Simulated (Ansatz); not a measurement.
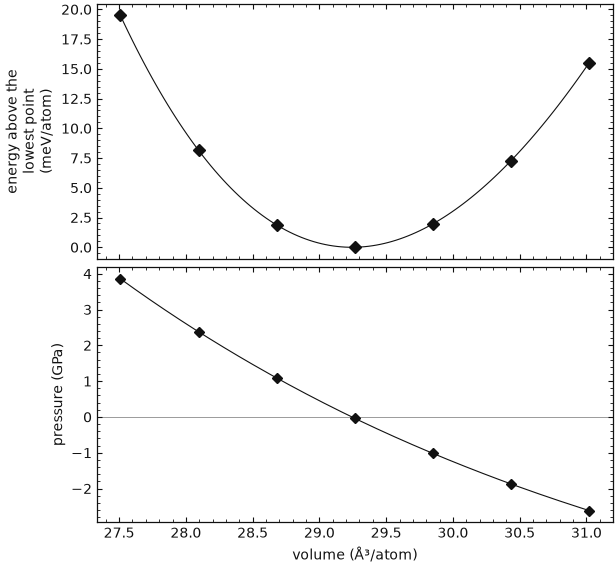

The picture above shows the energy above the lowest point and pressure against volume for Au, space group Fd-3m (No. 227) (one of a set of cubic test structures, which need not be the stable phase).

Method: equation of state of a cubic crystal from periodic Kohn-Sham density functional theory without spin, third-order Birch-Murnaghan fit to the free energies; pressure corrected for the finite basis (Ansatz 0.2.0 development build). Level: PBE, no spin-orbit coupling.

```json
{"setting": "structure type", "value": "diamond"}
{"setting": "atoms in cell", "value": "2"}
{"setting": "space group number", "value": "227"}
{"setting": "lattice centring", "value": "face-centred primitive"}
{"setting": "k mesh", "value": "31×31×31"}
{"setting": "occupation method", "value": "Fermi–Dirac"}
{"setting": "occupation width", "value": "0.06123 eV"}
{"setting": "wave cutoff", "value": "420 eV"}
{"setting": "datasets", "value": "soft-1 PAW"}
{"setting": "density tolerance", "value": "1e-07 eV"}
{"setting": "bands", "value": "23"}
{"setting": "density cutoff ratio", "value": "4"}
{"setting": "search for lower states", "value": "default"}
```

Give the fitted equation-of-state parameters.

Answer. A third-order Birch–Murnaghan fit gives V0 = 29.24 Å³/atom, B0 = 52.7 GPa and B′ = 5.9.

Read off the course of the pressure.

Answer. It falls from 3.858 GPa at volume 27.51 Å³/atom to −2.616 GPa at 31.02 Å³/atom, and changes sign near 29.24 Å³/atom.

Caveats: cubic model structure, not the ambient form.
